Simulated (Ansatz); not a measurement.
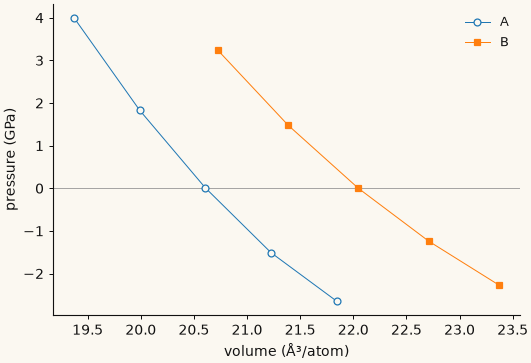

The plot gives the computed pressure against volume, with one curve for each functional, for Ga₃Sb (space group I4/mmm). The labels are replaced by letters. In alphabetical order the cases are: PBE; PBEsol.

Computed with Ansatz 0.2.0: third-order Birch-Murnaghan fit to density functional energies at scaled volumes of the given relaxed cell, shape and atoms relaxed at each volume; energies count from the fitted minimum; plane waves with PAW datasets, Γ-centred k mesh. All runs: no spin polarisation.

wave cutoff 420 eV; k mesh 14×14×14; occupations Gaussian; smearing width 0.1 eV.

Question: Which letter stands for which functional?

Answer: A: PBEsol; B: PBE.

Note: pressure derivative unusual (PBEsol).
